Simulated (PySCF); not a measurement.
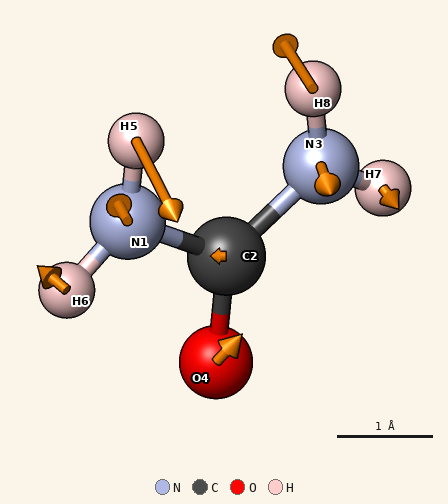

A relaxation of CH$_{4}$N$_{2}$O. The starting structure is drawn; orange arrows show the displacements, magnified 5 times. The two geometries are superimposed by the best rigid fit.

A ball-and-stick model, seen at a tilt.

The start comes from MMFF94s. Its atoms were then displaced at random by about 0.03 Å.

Theory: PySCF, PBE0-D3(BJ)/def2-SVP geometry optimisation, gas phase. 

What happened in the run?

Answer. After 18 geometry steps the energy has fallen by 16.4 kcal/mol. The atom that moves furthest after the best rigid fit is H5 (0.29 Å). Largest moves by element: H 0.29 Å, N 0.14 Å, O 0.09 Å, C 0.04 Å. Among the contacts that change: C2–O4 1.281 → 1.212 Å, N3–H7 0.944 → 1.012 Å, N1–C2 1.436 → 1.379 Å, N3–H8 0.960 → 1.012 Å. Among the angles between lasting bonds that change: H5–N1–H6 129.9° → 115.0°, H7–N3–H8 128.7° → 115.3°, N1–C2–O4 118.1° → 123.0°. The run took 27 s on 1 thread of Arm Neoverse V1 (shared host).
